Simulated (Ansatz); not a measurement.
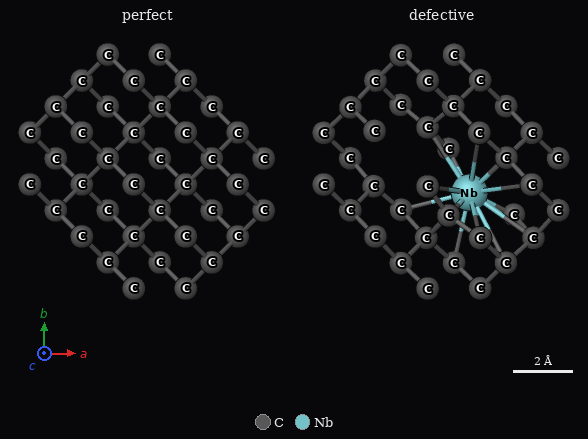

Left: perfect C. Right: the same region with a pair of point defects, after relaxing the atoms in a supercell of 64 sites. The picture is a ball-and-stick view of the atoms within 4.4 Å of one point, in a slice 3.4 Å thick across the line of sight, seen along the c axis.

The calculation used Ansatz, DFT, PBEsol, PAW, plane waves. Settings: plane-wave cutoff 420 eV; k-point mesh 1 × 1 × 1; mesh shifted by (0.25, 0.25, 0.25); collinear spin. Fermi-Dirac smearing of 0.01 eV. A uniform background neutralises the charged cell. The axes drawn are those of the host's conventional cell.

**What kind of defect was made?**

A carbon atom is replaced by niobium and a carbon atom is taken out (a vacancy), the two sites 2.9 Å apart.

The charge state of the cell is +1.

**What does the relaxation do around it?**

In the host the C atom has 4 C at 1.54 Å; the Nb atom ends with 6 C at 1.83 to 2.17 Å. Around the empty C site the host had 4 C at 1.54 Å; after relaxation the nearest atoms are 4 C at 1.63 to 1.68 Å. Of the host's atoms, a carbon atom moves furthest from its site, by 0.41 Å. The Nb atom itself moves 0.52 Å from where it was put. The cell's net moment is 2.00 μB.

Limits of the set-up: the periodic images lie only 7.1 Å apart, so the values are limited by the cell's size; the cell is charged, on a uniform background, and energies carry no finite-size correction.
